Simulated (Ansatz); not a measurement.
# AlN: geometry relaxation (part 2 of 2)

AlN (P6₃mc, 4 atoms in the cell); DFT PBEsol, scalar-relativistic, plane waves, PAW, no spin polarisation (Ansatz 0.2.0); cutoff 420 eV, 12×12×8 k-mesh, Gaussian smearing of 0.05 eV. The structure derives from an entry of the Crystallography Open Database.

### The program's output, continued
```
SCF iter   1: F=—  HF=-1811.916900 eV  |F-HF|=—  |Δ(HF+E_count)|=         —  Δρ=1.50e-4  dr2=1.08e-5  ethr=6.55e-8  ⟨swp⟩=1.0  Hψ=6873  notcnv=0
preconditioner: auto → none  [insulator: Δε(μ)=4.096 eV  Ē_g=13.014 eV  σ=0.050 eV  W_gap=1.00  n_scr=2 (ndim 8)  ℏωp=23.0 eV  f_vac=0.000  D(μ)=0.00/eV (n_scr^D=0)  ε∞_Penn≈4.1]
SCF iter   2: F=—  HF=-1811.916764 eV  |F-HF|=—  |Δ(HF+E_count)|=   1.35e-4  Δρ=2.44e-5  dr2=2.82e-7  ethr=6.55e-8  ⟨swp⟩=2.1  Hψ=1689  notcnv=0
iter 3 did not close the SCF: its close was put off for the readings that it lacked (scf_convergence_deferred on its scf_iter line)
SCF iter   3: F=-1811.916764 eV  HF=-1811.916764 eV  |F-HF|=9.08e-9  |Δ(HF+E_count)|=   9.24e-8  Δρ=8.94e-6  dr2=2.33e-8  ethr=1.76e-9  ⟨swp⟩=2.0  Hψ=1789  notcnv=0
iter 4 did not close the SCF: its close was put off for the readings that it lacked (scf_convergence_deferred on its scf_iter line)
SCF iter   4: F=-1811.916764 eV  HF=-1811.916764 eV  |F-HF|=3.87e-12  |Δ(HF+E_count)|=   7.61e-9  Δρ=4.69e-7  dr2=4.57e-11  ethr=1.46e-10  ⟨swp⟩=2.0  Hψ=1799  notcnv=0
iter 5 did not close the SCF: its close was put off for the readings that it lacked (scf_convergence_deferred on its scf_iter line)
SCF iter   5: F=-1811.916764 eV  HF=-1811.916764 eV  |F-HF|=1.14e-12  |Δ(HF+E_count)|=  1.21e-11  Δρ=9.67e-8  dr2=1.72e-12  ethr=1.00e-12  ⟨swp⟩=1.0  Hψ=1140  notcnv=0
SCF iter   6: F=-1811.916764 eV  HF=-1811.916764 eV  |F-HF|=6.82e-13  |Δ(HF+E_count)|=  6.82e-13  Δρ=8.16e-9  dr2=1.77e-14  ethr=1.00e-12  ⟨swp⟩=1.0  Hψ=2660  notcnv=0
SCF 7 converged in 6 iterations: F = -1811.916764 eV  dr2 = 1.77e-14
relax step   7: F+E_penalty+E_count = -1811.91676435 eV  Δ(F+E_penalty+E_count) = -1.002e-4 eV  max|allowed force component| = 1.294e-4 eV/Å  Δτ_max = 0.0000 Å  P = -0.002 GPa  Ω = 41.847 Å³  energy of the carried Pulay correction = +8.841e-5 eV  (6 SCF iters, dr2 threshold 4.83e-8 eV, accepted)
iter 1 solved again at ethr=6.72e-9 eV; its pass at ethr=3.10e-3 eV (dr2=1.08e-6 eV) is discarded
SCF iter   1: F=—  HF=-1811.916804 eV  |F-HF|=—  |Δ(HF+E_count)|=         —  Δρ=5.39e-6  dr2=2.75e-9  ethr=6.72e-9  ⟨swp⟩=3.1  Hψ=10822  notcnv=0
preconditioner: auto → none  [insulator: Δε(μ)=4.094 eV  Ē_g=13.013 eV  σ=0.050 eV  W_gap=1.00  n_scr=2 (ndim 8)  ℏωp=23.0 eV  f_vac=0.000  D(μ)=0.00/eV (n_scr^D=0)  ε∞_Penn≈4.1]
SCF iter   2: F=—  HF=-1811.916671 eV  |F-HF|=—  |Δ(HF+E_count)|=   1.32e-4  Δρ=2.95e-6  dr2=7.47e-10  ethr=1.72e-11  ⟨swp⟩=3.2  Hψ=2339  notcnv=0
SCF iter   3: F=—  HF=-1811.916671 eV  |F-HF|=—  |Δ(HF+E_count)|=  5.14e-10  Δρ=1.79e-6  dr2=2.43e-10  ethr=4.67e-12  ⟨swp⟩=1.0  Hψ=1140  notcnv=0
iter 4 did not close the SCF: its close was put off for the readings that it lacked (scf_convergence_deferred on its scf_iter line)
SCF iter   4: F=-1811.916671 eV  HF=-1811.916671 eV  |F-HF|=4.55e-13  |Δ(HF+E_count)|=  3.57e-10  Δρ=7.16e-8  dr2=8.65e-13  ethr=1.52e-12  ⟨swp⟩=2.2  Hψ=1881  notcnv=0
iter 5 did not close the SCF: its close was put off for the readings that it lacked (scf_convergence_deferred on its scf_iter line)
SCF iter   5: F=-1811.916671 eV  HF=-1811.916671 eV  |F-HF|=0.00e0  |Δ(HF+E_count)|=    0.00e0  Δρ=3.27e-8  dr2=1.69e-13  ethr=1.00e-12  ⟨swp⟩=1.0  Hψ=1140  notcnv=0
iter 6 did not close the SCF: its close was put off for the readings that it lacked (scf_convergence_deferred on its scf_iter line)
SCF iter   6: F=-1811.916671 eV  HF=-1811.916671 eV  |F-HF|=2.27e-13  |Δ(HF+E_count)|=  4.55e-13  Δρ=1.10e-8  dr2=1.66e-14  ethr=1.00e-12  ⟨swp⟩=1.0  Hψ=1140  notcnv=0
iter 7 did not close the SCF: its close was put off for the readings that it lacked (scf_convergence_deferred on its scf_iter line)
SCF iter   7: F=-1811.916671 eV  HF=-1811.916671 eV  |F-HF|=0.00e0  |Δ(HF+E_count)|=    0.00e0  Δρ=5.78e-9  dr2=4.02e-15  ethr=1.00e-12  ⟨swp⟩=1.0  Hψ=1140  notcnv=0
SCF iter   8: F=-1811.916671 eV  HF=-1811.916671 eV  |F-HF|=2.27e-13  |Δ(HF+E_count)|=    0.00e0  Δρ=1.60e-9  dr2=3.02e-16  ethr=1.00e-12  ⟨swp⟩=2.0  Hψ=2935  notcnv=0
SCF 8 converged in 8 iterations: F = -1811.916671 eV  dr2 = 3.02e-16
relax step   8: F+E_penalty+E_count = -1811.91667132 eV  Δ(F+E_penalty+E_count) = +9.303e-5 eV  max|allowed force component| = 1.087e-4 eV/Å  Δτ_max = 0.0000 Å  P = -0.004 GPa  Ω = 41.847 Å³  stress off target by 5.66e-3 GPa  SCF on the basis re-selected at this cell (its energy is not comparable with the rows above)  (8 SCF iters)
```

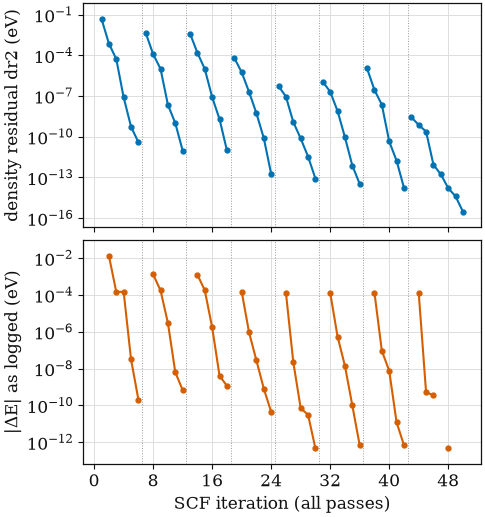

Figure 1. Convergence of the self-consistent field: density residual dr2 and size of the energy change against the SCF iteration. The dotted lines part the SCF passes of the relaxation: geometry steps, rejected trials and re-solves on a re-selected basis. The 8 passes take 6 to 8 iterations each, 50 in all.

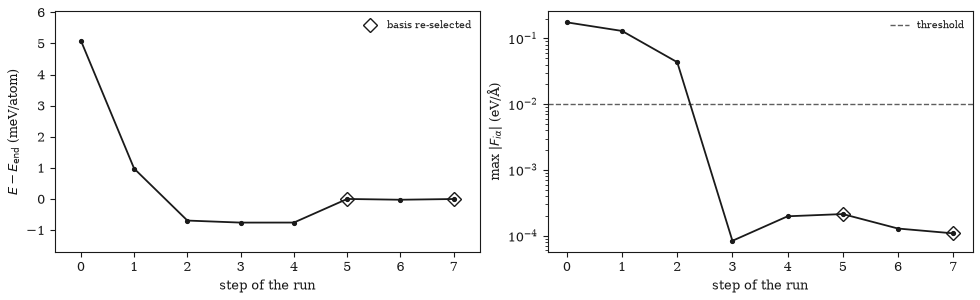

Figure 2. Progress of the relaxation, step by step (the first geometry is step 0 here and step 1 in the log).

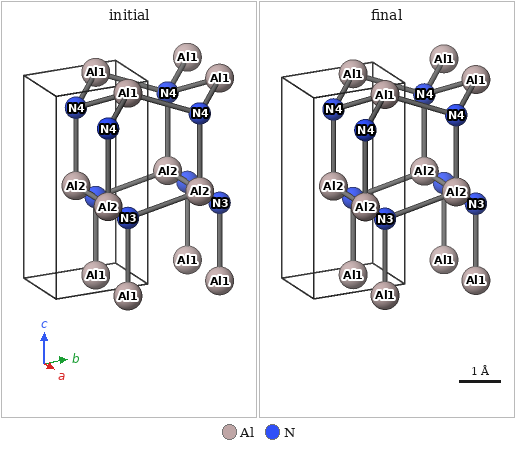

Figure 3. Before (left) and after (right) the relaxation, at one scale (ball-and-stick view of the cell of the calculation, repeated 2 × 2 × 1, seen slightly off an axis). The largest moves relative to the cell, 0.008 Å, are those of Al1, Al2, N3 and N4. Largest moves by element: N 0.008 Å, Al 0.008 Å. The volume changes by −2.6 %, with a = b 3.141 → 3.114 Å (−0.9 %), c 5.026 → 4.984 Å (−0.9 %). Among the contacts that change: Al1–N3 1.935 → 1.904 Å, Al1–N4 1.903 → 1.892 Å. The space group stays P6_3mc (No. 186). The energy falls by 5.1 meV per atom in 5 geometry steps. Largest force component: 0.17 eV/Å at the start, 0.00011 eV/Å at the end. Pressure: −5.01 GPa at the start and 0.00 GPa at the end. 1 further SCF at an unchanged geometry re-selected the plane-wave basis for the new cell. The energy change given includes the shifts at the re-selections in mid-walk, which come without any move. A last SCF at the same geometry on a re-selected plane-wave basis shifts the energy by +0.0 meV per atom. (Atoms are counted from 1 in the order of the input.)

```
basis re-selected at this cell: Δ(F+E_penalty+E_count) = +9.303e-5 eV, ΔP = -0.002 GPa vs the last step (what re-selecting the basis moved, of the pressure what is left beyond the Pulay correction that the steps carried, after the strain that the cell walked since its last selection, with what the two solves' SCF thresholds leave and, on support functions, any second-order correction that the steps lacked; it is no measure of the basis error at this ecutwfc). This SCF's stress stands 5.66e-3 GPa from its target on what of the cell is left free (relax.cell.stress_tol is 4.00e-2 GPa) and its largest allowed force component is 1.09e-4 eV/Å (relax.f_tol is 1.00e-2 eV/Å): within both
SCF converged after 8 iterations
Free energy (F): -1811.916671 eV
Harris-Foulkes:  -1811.916671 eV  (|F-HF|=2.27e-13)
Internal energy: -1811.916671 eV  (E = F + TS)
E sigma→0 (E₀):  -1811.916671 eV
Fermi energy:    9.087721 eV
--- Per-component energies (eV) ---
  E_band       = 28.518286
  E_kinetic    = 317.495831
  E_local      = -446.177947  (includes V_loc(G=0)·N_el)
  E_nonlocal   = 111.267673
  E_hartree    = 153.723831
  E_xc         = -201.378319
  E_vxc        = -214.926063  (∫ρ·V_xc dr)
  E_paw        = -1155.478818  (= ΣΔE_a)
  E_vpaw       = -46.589059  (= ΣTr[D̂ρ^β])
  E_aug_tail   = 0.000188  (compensation charges beyond the density's cutoff)
  E_ewald      = -591.463587
  E_core_change = 0.094476  (= ΣΔE_core)
  E_smearing   = -0.000000  (= −TS)
  E_closure    = 0.000000  (closes the sum)
  Σ components = -1811.916671   (vs F -1811.916671, Δ=0.00e0)
--- Forces (eV/Å), atoms counted from 1 ---
  atom   1  Al     0.00000000     0.00000000    -0.00011235
  atom   2  Al    -0.00000000    -0.00000000    -0.00011235
  atom   3  N      0.00000000    -0.00000000     0.00010512
  atom   4  N      0.00000000     0.00000000     0.00010512
  max |Σ_I F_I| component: 1.45e-5 eV/Å
--- Stress (GPa, compression-positive) ---
       -0.005660      -0.000000       0.000000
        0.000000      -0.005660       0.000000
        0.000000       0.000000      -0.001577
  P = ⅓ Tr σ = -0.0043 GPa (-0.043 kbar)
--- Band table (eV; the first three rows and the last of 95) ---
  k-point 0: bands = ["-8.1122", "-5.9371", "0.9959", "6.1623", "6.1623", "6.8166", "6.8166", "7.0406", "11.1349", "13.5800", "17.5258", "18.0544"]
  k-point 1: bands = ["-8.0517", "-6.0595", "1.2109", "6.1861", "6.1861", "6.6778", "6.7900", "6.7900", "11.4346", "13.6206", "17.4218", "18.0321"]
  k-point 2: bands = ["-7.8733", "-6.3783", "1.8031", "5.8201", "6.2533", "6.2533", "6.7159", "6.7159", "12.1020", "13.7001", "17.1905", "18.0237"]
  k-point 94: bands = ["-5.5358", "-5.5358", "2.1654", "2.1654", "3.1280", "3.1280", "6.2395", "6.2395", "14.3195", "14.3195", "14.7370", "14.7370"]
--- Relaxed structure (6 steps of the walk, 6 accepted, 2 SCFs on fresh bases) ---
  F+E_penalty+E_count = -1811.91667132 eV   max|allowed force component| = 1.087e-4 eV/Å   (the final SCF, on the basis selected at the relaxed cell)
  cell:  # Å, volume = 41.8466 Å³
    - [3.1138207701785228, 2.8615838238480896e-11, -1.993453397963566e-18]
    - [-1.5569103851140433, 2.696647889791919, 1.2456142771241473e-18]
    - [-3.1897795410631065e-18, 4.598616262449194e-19, 4.983588553181703]
  atoms:
    - { symbol: Al, position: [0.33333333333333337, 0.6666666666666667, 0.001508524273670381] }
    - { symbol: Al, position: [0.6666666666666665, 0.33333333333333337, 0.5015085242736705] }
    - { symbol: N, position: [0.33333333333333337, 0.6666666666666667, 0.3834914757263297] }
    - { symbol: N, position: [0.6666666666666665, 0.33333333333333337, 0.8834914757263299] }
```

### Trajectory as extended XYZ (Å, eV, eV/Å), 8 frames, from step=1 to step=8
```
4
Lattice="3.1412 0.0000 0.0000 -1.5706 2.7204 0.0000 0.0000 0.0000 5.0263" Properties=species:S:1:pos:R:3:forces:R:3 step=1 energy=-1811.89630 pressure_GPa=-5.01
Al    0.0000    1.8136    0.0000    0.0000   0.0000   0.1749
Al    1.5706    0.9068    2.5132    0.0000   0.0000   0.1749
N     0.0000    1.8136    1.9351    0.0000   0.0000  -0.1749
N     1.5706    0.9068    4.4483    0.0000   0.0000  -0.1749
4
Lattice="3.1269 0.0000 0.0000 -1.5634 2.7079 0.0000 0.0000 0.0000 5.0051" Properties=species:S:1:pos:R:3:forces:R:3 step=2 energy=-1811.91276 pressure_GPa=-2.43
Al    0.0000    1.8053    0.0022    0.0000   0.0000   0.1295
Al    1.5634    0.9026    2.5048    0.0000   0.0000   0.1295
N     0.0000    1.8053    1.9247    0.0000   0.0000  -0.1295
N     1.5634    0.9026    4.4272    0.0000   0.0000  -0.1295
4
Lattice="3.1142 0.0000 0.0000 -1.5571 2.6969 0.0000 0.0000 0.0000 4.9887" Properties=species:S:1:pos:R:3:forces:R:3 step=3 energy=-1811.91944 pressure_GPa=-0.10
Al    0.0000    1.7980    0.0097    0.0000   0.0000  -0.0434
Al    1.5571    0.8990    2.5041    0.0000   0.0000  -0.0434
N     0.0000    1.7980    1.9110    0.0000   0.0000   0.0434
N     1.5571    0.8990    4.4053    0.0000   0.0000   0.0434
4
Lattice="3.1148 0.0000 0.0000 -1.5574 2.6975 0.0000 0.0000 0.0000 4.9834" Properties=species:S:1:pos:R:3:forces:R:3 step=4 energy=-1811.91970 pressure_GPa=0.00
Al    0.0000    1.7983    0.0074    0.0000   0.0000  -0.0001
Al    1.5574    0.8992    2.4991    0.0000   0.0000  -0.0001
N     0.0000    1.7983    1.9113    0.0000   0.0000   0.0001
N     1.5574    0.8992    4.4030    0.0000   0.0000   0.0001
4
Lattice="3.1145 0.0000 0.0000 -1.5572 2.6972 0.0000 0.0000 0.0000 4.9847" Properties=species:S:1:pos:R:3:forces:R:3 step=5 energy=-1811.91970 pressure_GPa=-0.00
Al    0.0000    1.7981    0.0075    0.0000   0.0000  -0.0002
Al    1.5572    0.8991    2.4999    0.0000   0.0000  -0.0002
N     0.0000    1.7981    1.9116    0.0000   0.0000   0.0002
N     1.5572    0.8991    4.4040    0.0000   0.0000   0.0002
4
Lattice="3.1145 0.0000 0.0000 -1.5572 2.6972 0.0000 0.0000 0.0000 4.9847" Properties=species:S:1:pos:R:3:forces:R:3 step=6 energy=-1811.91666 pressure_GPa=-0.14
Al    0.0000    1.7981    0.0075    0.0000   0.0000  -0.0002
Al    1.5572    0.8991    2.4999    0.0000   0.0000  -0.0002
N     0.0000    1.7981    1.9116    0.0000   0.0000   0.0002
N     1.5572    0.8991    4.4040    0.0000   0.0000   0.0002
4
Lattice="3.1138 0.0000 0.0000 -1.5569 2.6966 0.0000 0.0000 0.0000 4.9836" Properties=species:S:1:pos:R:3:forces:R:3 step=7 energy=-1811.91676 pressure_GPa=-0.00
Al    0.0000    1.7978    0.0075    0.0000   0.0000  -0.0001
Al    1.5569    0.8989    2.4993    0.0000   0.0000  -0.0001
N     0.0000    1.7978    1.9112    0.0000   0.0000   0.0001
N     1.5569    0.8989    4.4030    0.0000   0.0000   0.0001
4
Lattice="3.1138 0.0000 0.0000 -1.5569 2.6966 0.0000 0.0000 0.0000 4.9836" Properties=species:S:1:pos:R:3:forces:R:3 step=8 energy=-1811.91667 pressure_GPa=-0.00
Al    0.0000    1.7978    0.0075    0.0000   0.0000  -0.0001
Al    1.5569    0.8989    2.4993    0.0000   0.0000  -0.0001
N     0.0000    1.7978    1.9112    0.0000   0.0000   0.0001
N     1.5569    0.8989    4.4030    0.0000   0.0000   0.0001
```

The run was set up as follows.

### Input file
```yaml
crystal:
  lattice:
    - [3.1412138133, 0.0, 0.0]
    - [-1.5706069067, 2.720370961, 0.0]
    - [0.0, 0.0, 5.0263425099]
  atoms:
    - { symbol: Al, position: [0.3333333333, 0.6666666667, 0.0] }
    - { symbol: Al, position: [0.6666666667, 0.3333333333, 0.5] }
    - { symbol: "N", position: [0.3333333333, 0.6666666667, 0.385] }
    - { symbol: "N", position: [0.6666666667, 0.3333333333, 0.885] }
basis:
  ecutwfc: 420
  ecutrho_ratio: 4
kpoints:
  mp_grid: { grid: [12, 12, 8] }
hamiltonian:
  xc: pbesol
scf:
  occupations: { method: gaussian, width: 0.05 }
output:
  forces: true
  stress: true
  eigenvalues: true
relax:
  f_tol: 0.01
  max_steps: 60
  cell: { stress_tol: 0.04 }
```

Launch command:
```bash
ansatz run input.yaml --threads 4 --pin off --max-ram 7168MiB --backend cpu --events-out ev --progress --plain --runs-dir out
```

### Summary

- outcome: converged
- space group (tolerance 0.01 Å): P6₃mc (186)
- electrons treated: 16
- free energy: −1811.9167 eV
- Fermi energy: 9.088 eV
- gap on the k-point mesh: 4.09 eV
- pressure: 0.00 GPa
- final volume: 41.85 Å³
- largest force (length of the vector) at the end: under 0.001 eV/Å
- final cell: a = 3.114 Å, b = 3.114 Å, c = 4.984 Å, α = 90.00°, β = 90.00°, γ = 120.00°
- hardware: 4 threads of Arm Neoverse V2, 24 GiB of memory available, shared host
- wall time: 9.8 s (CPU time 37 s)
- peak memory: 0.38 GiB
